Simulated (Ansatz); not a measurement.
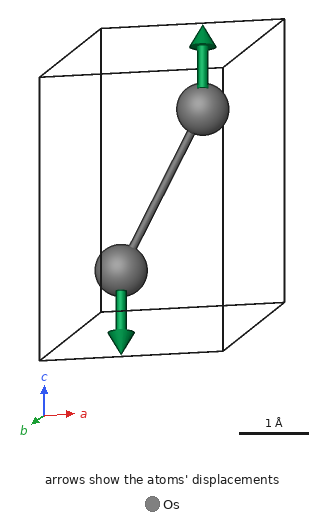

One vibrational mode of solid Os at the zone centre. Displacements are drawn as green arrows; their common scale and sign are arbitrary. A ball-and-stick model of the cell of the calculation, seen from a free direction.

The calculation used Ansatz 0.2.0, DFT PBEsol, scalar-relativistic, plane waves, PAW. (plane-wave cutoff 420 eV; k-point mesh 18 × 18 × 10; occupations fermi dirac; smearing width 0.15 eV; no spin polarisation)

The frequencies depend somewhat on the k-mesh and the smearing.

Give the symmetry, activity and frequency of this mode.

Answer. This is the B₁g mode at 221 cm⁻¹, the highest optical level, silent by symmetry (neither infrared- nor Raman-active). All motion is along c; atoms of one kind move against one another, with no net shift of their sublattice.
